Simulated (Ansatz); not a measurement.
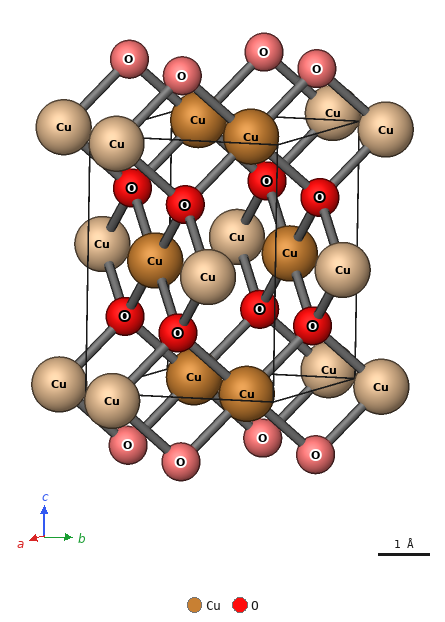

Figure 1. The structure as given in the input (ball-and-stick view of the cell 2 times as large as that of the calculation, set on its symmetry axes, seen slightly off an axis; neighbours outside the cell are drawn fainter).

# CuO: single-point calculation

The run: single-point calculation of CuO (C2/c, 4 atoms in the cell). Method and program: DFT PBE+U, scalar-relativistic, plane waves, PAW, Ueff = 4 eV on Cu d, spin-polarised (Ansatz 0.2.0).

The structure derives from a Materials Project entry.

### What the program printed
```
Cu: projections on atomic orbitals take those of the free atom [Ne] 3s2 3p6 3d10 4s1, of charge +0.00 (hamiltonian.pseudopotentials.projection_atoms); the dataset's partial waves leave at most 2.0e-6 of an orbital's norm unspanned inside its sphere
O: projections on atomic orbitals take those of the free atom [He] 2s2 2p4, of charge +0.00 (hamiltonian.pseudopotentials.projection_atoms); the dataset's partial waves leave at most 1.9e-8 of an orbital's norm unspanned inside its sphere
Engine: ansatz 0.2.0, aarch64-unknown-linux-gnu
Pseudopotentials: kind: paw
Pseudopotential: Cu, paw, valence charge 19, recommended cutoff 420 eV (normal), Cu.paw.azcp
Pseudopotential: O, paw, valence charge 6, recommended cutoff 420 eV (normal), O.paw.azcp
Functional definition: PBE
  parameter kappa = 0.804
  parameter beta = 0.06672455060314922
  exchange = pbe_x(kappa = kappa, mu = beta*pi^2/3)
  correlation = pbe_c(beta = beta)
Crystal: 4 atoms, lattice volume = 44.486 Å³
Basis set: ecut = 420 eV, 855 PW (Γ), exchange–correlation on 40×40×72 points (8 copies of the dense FFT grid, shifted against one another)
Bands: 32, of which v1, the nominal top of the filled ones, is band 25 counted from 1 (24 counted from 0)
Symmetry: 4 space group operations
Space group: C2/c (ITA 15), of the structure as read, at distance tolerance 3.5e-5 Å
Magnetic group: BNS 15.85 (UNI 92), of the structure as read, at distance tolerance 3.5e-5 Å
k-points: 47 of 144
Non-local potential: Cu, projectors of the file, l = 0: 3, l = 1: 2, l = 2: 3, l = 3: 1
Non-local potential: O, projectors of the file, l = 0: 2, l = 1: 2, l = 2: 1
PAW form: soft (Blöchl's): semilocal exchange-correlation on the pseudo side does not see the compensation charge
PAW one-centre angular grid: Cu, 590 points (default); XC on 64 Gauss nodes
PAW one-centre angular grid: O, 110 points (default); XC on 64 Gauss nodes
Initial density: superposition of atomic densities (chi_scale 0.1, normalization cell, long waves kept (reshape's long-wave potential 0.00 eV rms))
Starting moments: Σ|m| = 2 μB on 2 of 4 sites
Initial wavefunctions: pseudopotential atomic-orbital guess
Functional: x = pbe(κ = 0.804, μ = 0.2195149727645171), c = pbe(β = 0.06672455060314922)
iter 1 solved again at ethr=2.28e-3 eV; its pass at ethr=3.10e-3 eV (dr2=1.14e0 eV) is discarded
SCF iter   1: F=—  HF=-14380.087633 eV  |F-HF|=—  |Δ(HF+E_count)|=         —  Δρ=1.06e-1 (↑7.21e-2 ↓1.06e-1)  dr2=1.15e0  dr2_m=2.90e0  M=0.412 μB ∫|m|=0.471 μB  β_m=0.30  ethr=2.28e-3  ⟨swp⟩=1.0  Hψ=14221  notcnv=0
preconditioner: auto → Kerker (q_TF=auto, 2.782 Å⁻¹)  [metal: Δε(μ)=0.002 eV  Ē_g=13.931 eV  σ=0.100 eV  W_gap=0.01  n_scr=16 (ndim 8)  ℏωp=32.5 eV  f_vac=0.008  D(μ)=2.25/eV (n_scr^D=18)]
spin=Collinear: Kerker preconditioning applied to the charge; magnetization (m = ρ↑ − ρ↓) channel mixes plain (no charge-response kernel on spin).
SCF iter   2: F=—  HF=-14380.245857 eV  |F-HF|=—  |Δ(HF+E_count)|=   1.58e-1  Δρ=6.39e-2 (↑6.39e-2 ↓5.23e-2)  dr2=1.43e-1  dr2_m=1.25e0  M=0.526 μB ∫|m|=0.577 μB  β_m=0.30  ethr=2.28e-3  ⟨swp⟩=2.4  Hψ=4640  notcnv=0
SCF iter   3: F=—  HF=-14380.474613 eV  |F-HF|=—  |Δ(HF+E_count)|=   2.29e-1  Δρ=4.64e-2 (↑4.64e-2 ↓3.74e-2)  dr2=8.61e-2  dr2_m=6.44e-1  M=0.525 μB ∫|m|=0.569 μB  β_m=0.30  ethr=2.87e-4  ⟨swp⟩=2.2  Hψ=5133  notcnv=0  defer=113
SCF iter   4: F=—  HF=-14380.674197 eV  |F-HF|=—  |Δ(HF+E_count)|=   2.00e-1  Δρ=3.07e-2 (↑3.07e-2 ↓2.41e-2)  dr2=2.47e-2  dr2_m=3.03e-1  M=0.554 μB ∫|m|=0.594 μB  β_m=0.30  ethr=1.72e-4  ⟨swp⟩=2.2  Hψ=4841  notcnv=0  defer=113
SCF iter   5: F=—  HF=-14380.719118 eV  |F-HF|=—  |Δ(HF+E_count)|=   4.49e-2  Δρ=2.24e-2 (↑2.24e-2 ↓1.61e-2)  dr2=1.79e-2  dr2_m=1.49e-1  M=0.568 μB ∫|m|=0.603 μB  β_m=0.30  ethr=4.93e-5  ⟨swp⟩=1.8  Hψ=4183  notcnv=0  defer=131
SCF iter   6: F=—  HF=-14380.738485 eV  |F-HF|=—  |Δ(HF+E_count)|=   1.94e-2  Δρ=1.68e-2 (↑1.31e-2 ↓1.68e-2)  dr2=5.85e-3  dr2_m=8.94e-2  M=0.546 μB ∫|m|=0.579 μB  β_m=0.30  ethr=3.58e-5  ⟨swp⟩=2.1  Hψ=4283  notcnv=0  defer=142
SCF iter   7: F=—  HF=-14380.753282 eV  |F-HF|=—  |Δ(HF+E_count)|=   1.48e-2  Δρ=1.24e-2 (↑8.98e-3 ↓1.24e-2)  dr2=3.42e-3  dr2_m=4.65e-2  M=0.548 μB ∫|m|=0.579 μB  β_m=0.30  ethr=1.17e-5  ⟨swp⟩=2.0  Hψ=4854  notcnv=0  defer=177
Mixer restart at iter 7: flushing history
spin-set hold released at iteration 7 (site moments contracting): the magnetisation degrees of freedom join the quasi-Newton model from the next iteration; the mixer history was flushed
SCF iter   8: F=—  HF=-14380.759717 eV  |F-HF|=—  |Δ(HF+E_count)|=   6.44e-3  Δρ=8.33e-3 (↑6.57e-3 ↓8.33e-3)  dr2=9.15e-4  dr2_m=2.26e-2  M=0.556 μB ∫|m|=0.585 μB  β_m=0.65  ethr=6.85e-6  ⟨swp⟩=1.0  Hψ=2823  notcnv=0  defer=177
SCF iter   9: F=—  HF=-14380.767865 eV  |F-HF|=—  |Δ(HF+E_count)|=   8.15e-3  Δρ=1.49e-3 (↑1.49e-3 ↓1.41e-3)  dr2=1.38e-3  dr2_m=3.02e-4  M=0.592 μB ∫|m|=0.615 μB  β_m=0.58  ethr=1.83e-6  ⟨swp⟩=2.0  Hψ=5231  notcnv=0  defer=177
SCF iter  10: F=—  HF=-14380.767767 eV  |F-HF|=—  |Δ(HF+E_count)|=   9.87e-5  Δρ=2.22e-3 (↑1.35e-3 ↓2.22e-3)  dr2=8.00e-4  dr2_m=1.10e-3  M=0.619 μB ∫|m|=0.642 μB  β_m=0.79  ethr=1.83e-6  ⟨swp⟩=2.0  Hψ=5246  notcnv=0  defer=179
SCF iter  11: F=—  HF=-14380.769251 eV  |F-HF|=—  |Δ(HF+E_count)|=   1.48e-3  Δρ=3.50e-3 (↑2.77e-3 ↓3.50e-3)  dr2=1.36e-3  dr2_m=3.68e-3  M=0.687 μB ∫|m|=0.710 μB  β_m=0.90  ethr=1.60e-6  ⟨swp⟩=2.1  Hψ=4185  notcnv=0  defer=179  recentre
SCF iter  12: F=—  HF=-14380.769700 eV  |F-HF|=—  |Δ(HF+E_count)|=   4.49e-4  Δρ=4.12e-3 (↑2.57e-3 ↓4.12e-3)  dr2=1.85e-3  dr2_m=4.20e-3  M=0.702 μB ∫|m|=0.725 μB  β_m=0.76  ethr=1.60e-6  ⟨swp⟩=2.3  Hψ=4307  notcnv=0  defer=179
SCF iter  13: F=—  HF=-14380.767300 eV  |F-HF|=—  |Δ(HF+E_count)|=   2.40e-3  Δρ=1.56e-3 (↑9.77e-4 ↓1.56e-3)  dr2=4.09e-4  dr2_m=5.61e-4  M=0.587 μB ∫|m|=0.609 μB  β_m=0.97  ethr=1.60e-6  ⟨swp⟩=1.7  Hψ=3619  notcnv=0  defer=179
SCF iter  14: F=—  HF=-14380.766738 eV  |F-HF|=—  |Δ(HF+E_count)|=   5.61e-4  Δρ=4.02e-4 (↑2.35e-4 ↓4.02e-4)  dr2=3.04e-5  dr2_m=3.54e-5  M=0.513 μB ∫|m|=0.534 μB  β_m=0.94  ethr=8.19e-7  ⟨swp⟩=2.3  Hψ=4518  notcnv=0  defer=179
SCF iter  15: F=—  HF=-14380.766706 eV  |F-HF|=—  |Δ(HF+E_count)|=   3.20e-5  Δρ=3.58e-5 (↑3.58e-5 ↓3.24e-5)  dr2=7.10e-7  dr2_m=2.34e-7  M=0.493 μB ∫|m|=0.513 μB  β_m=0.97  ethr=6.07e-8  ⟨swp⟩=1.5  Hψ=3590  notcnv=0  defer=178
SCF iter  16: F=—  HF=-14380.766707 eV  |F-HF|=—  |Δ(HF+E_count)|=   8.02e-7  Δρ=4.40e-5 (↑3.14e-5 ↓4.40e-5)  dr2=3.04e-7  dr2_m=4.98e-7  M=0.490 μB ∫|m|=0.511 μB  β_m=0.97  ethr=1.42e-9  ⟨swp⟩=2.0  Hψ=4340  notcnv=0  defer=178
iter 17 did not close the SCF: its close was put off for a magnetic moment that had not settled (scf_convergence_deferred on its scf_iter line)
SCF iter  17: F=-14380.766707 eV  HF=-14380.766707 eV  |F-HF|=2.42e-9  |Δ(HF+E_count)|=   4.46e-7  Δρ=9.18e-6 (↑4.94e-6 ↓9.18e-6)  dr2=2.84e-8  dr2_m=1.49e-8  M=0.493 μB ∫|m|=0.513 μB  β_m=0.99  ethr=2.00e-10  ⟨swp⟩=6.5  Hψ=12204  notcnv=0
iter 18 did not close the SCF: its close was put off for a magnetic moment that had not settled (scf_convergence_deferred on its scf_iter line)
SCF iter  18: F=-14380.766707 eV  HF=-14380.766707 eV  |F-HF|=1.01e-9  |Δ(HF+E_count)|=   7.35e-9  Δρ=3.23e-6 (↑2.61e-6 ↓3.23e-6)  dr2=1.51e-9  dr2_m=3.17e-9  M=0.493 μB ∫|m|=0.514 μB  β_m=0.99  ethr=5.69e-11  ⟨swp⟩=2.0  Hψ=8665  notcnv=0
SCF iter  19: F=-14380.766707 eV  HF=-14380.766707 eV  |F-HF|=6.18e-11  |Δ(HF+E_count)|=   2.24e-9  Δρ=1.42e-6 (↑8.36e-7 ↓1.42e-6)  dr2=2.94e-10  dr2_m=4.61e-10  M=0.493 μB ∫|m|=0.514 μB  ethr=3.02e-12  ⟨swp⟩=1.1  Hψ=7640  notcnv=0
The SCF converged. Along the directions that its mixing steps explored, a Ritz value of the dielectric operator 1 − χ₀K read negative at each of the last 4 readings (its real part and the size of its imaginary part sum to between -0.62 and -0.54).
SCF 1 converged in 19 iterations: F = -14380.766707 eV  dr2 = 2.94e-10
  greatest PAW one-centre occupation: 1.000 electrons in one spin orbital (limit 2), on the Cu atom at site 1 (counted from 0), in its partial waves of l = 0
```

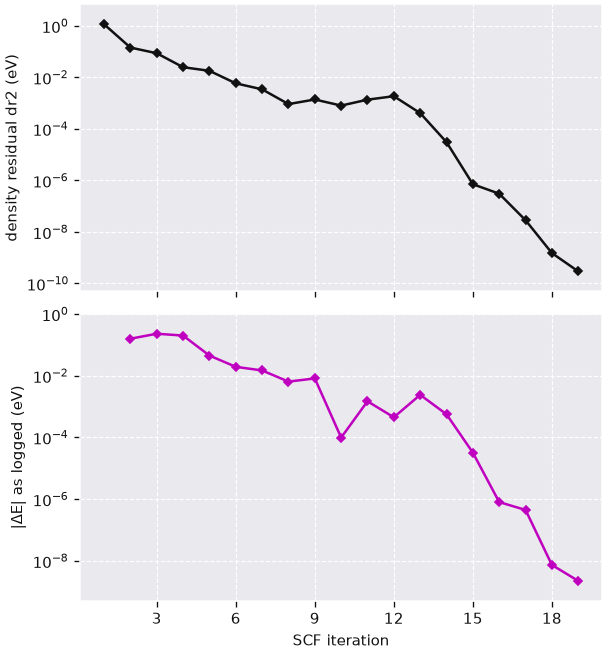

Figure 2. Convergence of the self-consistent field: density residual dr2 and size of the energy change against the SCF iteration. The residual falls almost steadily, with no more than small rises.

```
No search for a lower state was made along the close's negative reading: the deck asks for none (scf.lower_state_search: off) (following: asked_to_warn; scf.lower_state_search in the input reference).
SCF converged after 19 iterations
Magnetization: 0.4932 μB (25.2466 up, 24.7534 down)
Absolute magnetization: 0.5088 μB (∫|ρ↑−ρ↓|, with the PAW one-centre terms)
Spin contamination: 0.0055 ħ² per cell (⟨S²⟩ above its minimum at these occupations)
Per-site moments (μB) at R_I (Å): [(0.16652705532358628, 0.8064041084286186), (0.1665270553235865, 0.8064041084286186), (0.0735251478738272, 0.8064041084286186), (0.07352514787382727, 0.8064041084286186)]
Free energy (F): -14380.766707 eV
Harris-Foulkes:  -14380.766707 eV  (|F-HF|=6.18e-11)
Internal energy: -14380.752444 eV  (E = F + TS)
E sigma→0 (E₀):  -14380.759575 eV
Entropy (-TS):   -0.014263 eV (-3.566 meV/atom)
Fermi energy:    10.354896 eV
--- Per-component energies (eV) ---
  E_band       = -952.245376
  E_kinetic    = 942.593982
  E_local      = -10183.185992  (includes V_loc(G=0)·N_el)
  E_nonlocal   = 883.601767
  E_hartree    = 4416.296741
  E_xc         = -322.845941
  E_vxc        = -414.332914  (∫ρ·V_xc dr)
  E_hubbard    = 1.653355  (on-site DFT+U / exact-exchange correction)
  E_vhub       = -34.628005  (the Hubbard potential's part of the band-sum identity)
  E_paw        = -3644.055382  (= ΣΔE_a)
  E_vpaw       = -978.894571  (= ΣTr[D̂ρ^β])
  E_aug_tail   = 0.005584  (compensation charges beyond the density's cutoff)
  E_ewald      = -6474.816558
  E_smearing   = -0.014263  (= −TS)
  E_closure    = -0.000000  (closes the sum)
  Σ components = -14380.766707   (vs F -14380.766707, Δ=0.00e0)
--- Forces (eV/Å), atoms counted from 1 ---
  atom   1  Cu     0.00000000    -0.00000000     0.00000000
  atom   2  Cu     0.00000000     0.00000000     0.00000000
  atom   3  O      0.00000000     0.01804202     0.00000000
  atom   4  O     -0.00000000    -0.01804202    -0.00000000
  max |Σ_I F_I| component: 1.01e-28 eV/Å
--- Stress (GPa, compression-positive) ---
        2.135279      -0.000000      -0.010160
       -0.000000       2.433408      -0.000000
       -0.010159      -0.000000       2.936272
  P = ⅓ Tr σ = 2.5017 GPa (25.017 kbar)
--- Band table (eV; the first three rows and the last of 94) ---
  k-point 0 ↑: bands = ["-101.5941", "-101.5936", "-59.1243", "-59.1241", "-59.1065", "-59.1011", "-58.6895", "-58.6893", "-9.1945", "-7.8708", "2.2036", "4.4644", "4.5449", "5.6837", "5.9247", "6.1907", "6.7466", "6.7610", "6.8065", "6.8560", "7.1912", "7.2033", "7.6904", "8.1149", "10.7406", "10.8577", "11.9486", "16.7996", "17.9697", "24.0586", "24.8204", "25.3328"]
  k-point 1 ↑: bands = ["-101.5940", "-101.5936", "-59.1243", "-59.1242", "-59.1057", "-59.1019", "-58.6895", "-58.6894", "-9.0296", "-8.1013", "2.7596", "4.5299", "4.5911", "5.4398", "5.9377", "5.9963", "6.2599", "6.2660", "6.7776", "6.8383", "7.5567", "7.6293", "7.8667", "7.9003", "10.5084", "10.6031", "12.7234", "15.5235", "19.7289", "24.2024", "24.5868", "25.1592"]
  k-point 2 ↑: bands = ["-101.5937", "-101.5937", "-59.1242", "-59.1242", "-59.1038", "-59.1038", "-58.6894", "-58.6894", "-8.5971", "-8.5971", "4.1280", "4.1280", "4.6281", "4.6281", "5.8685", "5.8685", "6.0784", "6.0784", "6.8078", "6.8078", "7.3931", "7.3931", "8.3740", "8.3740", "10.2450", "10.2450", "14.0841", "14.0841", "22.3264", "22.3264", "24.6605", "24.6605"]
  k-point 46 ↓: bands = ["-101.3723", "-101.3723", "-58.8590", "-58.8590", "-58.8281", "-58.8281", "-58.6074", "-58.6074", "-7.7378", "-7.7378", "4.3884", "4.3884", "4.5549", "4.5549", "5.2751", "5.2751", "6.3382", "6.3382", "6.9483", "6.9483", "7.9931", "7.9931", "8.3166", "8.3166", "10.1679", "10.1679", "14.8413", "14.8413", "21.0689", "21.0689", "22.4036", "22.4036"]
Occupation matrices written to [file]
--- Löwdin populations: 4 sites ---
  site symbol       q [e]    m [muB]
     0     Cu     18.0564     0.1481
     1     Cu     18.0564     0.1481
     2      O      6.8449     0.0969
     3      O      6.8449     0.0969
  spilling = 0.003946 (of n_electrons = 50.000000)
```

### File populations.tsv
```
# site	symbol	l	j	q_up	q_dn
# orbitals = lowdin
# n_electrons = 50.000000
# spilling = 0.003946
# projection_atom_Cu: [Ne] 3s2 3p6 3d10 4s1
# projection_atom_O: [He] 2s2 2p4
0	Cu	0_3S	-	0.998808	0.998796
0	Cu	0_4S	-	0.282319	0.284960
0	Cu	1_3P	-	2.999394	2.999341
0	Cu	2_3D	-	4.821768	4.671050
1	Cu	0_3S	-	0.998808	0.998796
1	Cu	0_4S	-	0.282319	0.284960
1	Cu	1_3P	-	2.999394	2.999341
1	Cu	2_3D	-	4.821768	4.671050
2	O	0_2S	-	0.932112	0.924549
2	O	1_2P	-	2.538800	2.449444
3	O	0_2S	-	0.932112	0.924549
3	O	1_2P	-	2.538800	2.449444
```

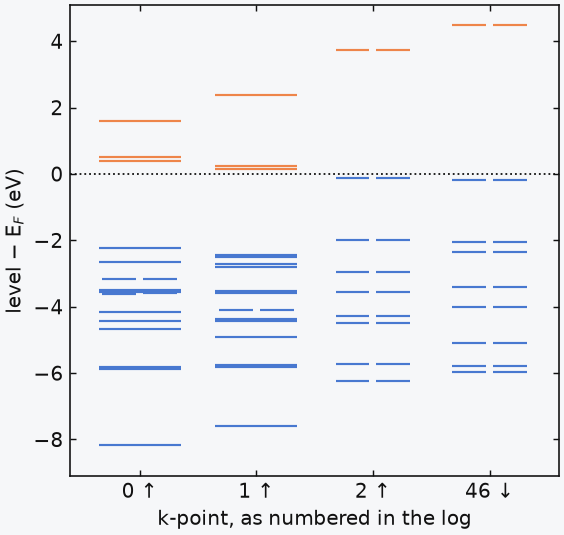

Figure 3. Kohn–Sham levels near the Fermi level (dotted) at the few k-points that the log prints; levels within 0.02 eV of each other stand side by side. The system is metallic on the full mesh.

This output came from the following input.

### Input file
```yaml
crystal:
  lattice:
    - [2.124735, -2.030431, 0.0]
    - [2.124735, 2.030431, 0.0]
    - [-0.225338, 0.0, 5.155799]
  atoms:
    - { symbol: Cu, position: [0.5, 0.0, 0.5], spin: 1.0 }
    - { symbol: Cu, position: [0.0, 0.5, 0.0], spin: 1.0 }
    - { symbol: O, position: [0.513872, 0.486128, 0.25] }
    - { symbol: O, position: [0.486128, 0.513872, 0.75] }
basis:
  ecutwfc: 420
kpoints:
  mp_grid: { grid: [6, 6, 4] }
hamiltonian:
  xc: pbe
  hubbard: { sites: [{ species: Cu, l: d, u_eff: 4.0 }] }
scf:
  occupations: { method: gaussian, width: 0.1 }
  lower_state_search: "off"
output:
  forces: true
  stress: true
  eigenvalues: true
  populations: true
magnetization:
  spin_polarized: true
```

Launch command:
```bash
ansatz run input.yaml --threads 1 --pin off --max-ram 2560MiB --backend cpu --events-out ev --progress --plain --runs-dir out
```

### Key numbers

```csv
quantity,value
outcome,converged
space group (tolerance 0.01 Å),C2/c (15)
electrons treated,50
free energy,−14380.7667 eV
Fermi energy,10.355 eV
gap on the k-point mesh,none (metallic)
net moment of the cell,0.49 μB
integrated absolute moment,0.51 μB
pressure,2.50 GPa
largest force (length of the vector),0.018 eV/Å
hardware,"1 thread of Arm Neoverse N1, 24 GiB of memory available, shared host"
wall time,28 s
peak memory,0.41 GiB
```

### Remarks

The electronic state found may not be the lowest one. The program warns: a screening estimate came out negative during mixing.
